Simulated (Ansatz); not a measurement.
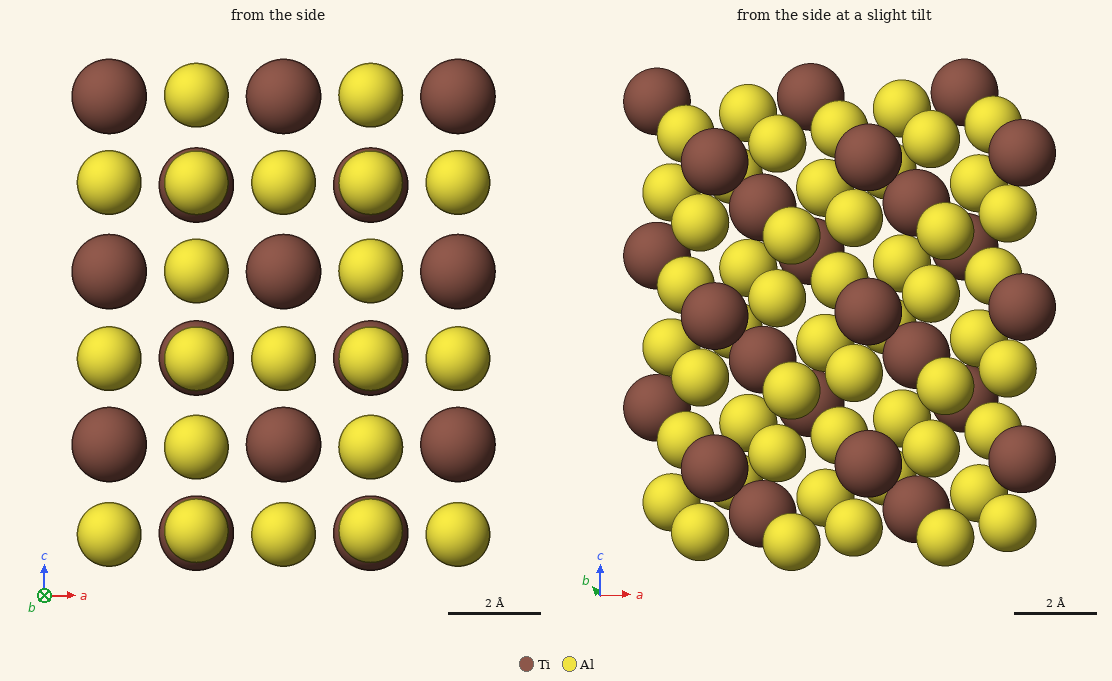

A spheres-only picture of a periodic slab, seen from the side and from the side at a slight tilt. The surface normal points up in side views; the vacuum is left out. 2×1 cells are drawn in the plane, with atoms at the edges repeated.

The cell holds 6 Ti, 18 Al. The slab was cut from bulk TiAl3 (I4/mmm).

Which species face the vacuum on either side?

Answer. The top face ends in Al and Ti, the bottom face in Al and Ti. The two faces are alike.

What is the thickness of the slab?

Answer. About 10 Å from the lowest to the highest atom.

What is the order of the atomic planes, starting from the top?

Answer. Six planes: TiAl3 / TiAl3 / TiAl3 / TiAl3 / TiAl3 / TiAl3.

What is the orientation of the surface?

Answer. (1 0 0).

Method used: DFT r2SCAN, scalar-relativistic, plane waves, PAW in Ansatz 0.2.0. It ran with a cutoff energy of 500 eV, k-point mesh 9×4×1, Gaussian smearing of 0.1 eV, no spin polarisation.

How much energy takes an electron from the Fermi level to the vacuum on each side?

Answer. 4.39 eV on both faces.

It derives from a structure listed in the Materials Project, from which a slab was cut. The atoms were relaxed in a fixed cell with DFT r2SCAN, scalar-relativistic, plane waves, PAW (Ansatz 0.2.0).
